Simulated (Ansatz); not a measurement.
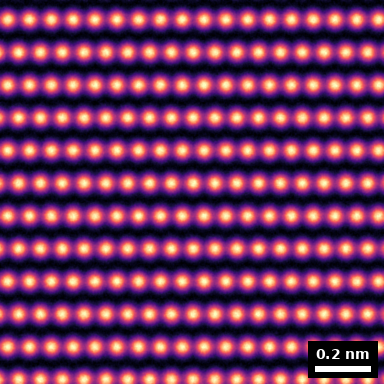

Dark-field STEM-like image of a crystal. The image is simulated as a sum over atoms of Z^1.6, blurred by a 0.50 Å probe (no channelling). The probe carries 15 % of its weight in a tail 2.5 times as wide. The display is stretched by a gamma of 0.8; percentages refer to the linear signal. Shot noise was added.

### Measure the repeat of the pattern.

The pattern repeats on a centred rectangular net of 0.8 × 2.4 Å.

### Which plane group does this projection have?

c2mm: perpendicular mirror lines on a centred net, with further twofold points between them.

### How many columns does the smallest repeating cell hold, and how many levels of brightness?

1 column in the primitive cell of 0.9 Å², all of one brightness.

The crystal is Co (Fm-3m, No. 225) seen along [221]. Model: the input geometry of a calculation; the starting structure was generated, so it need not be a known form of this composition.
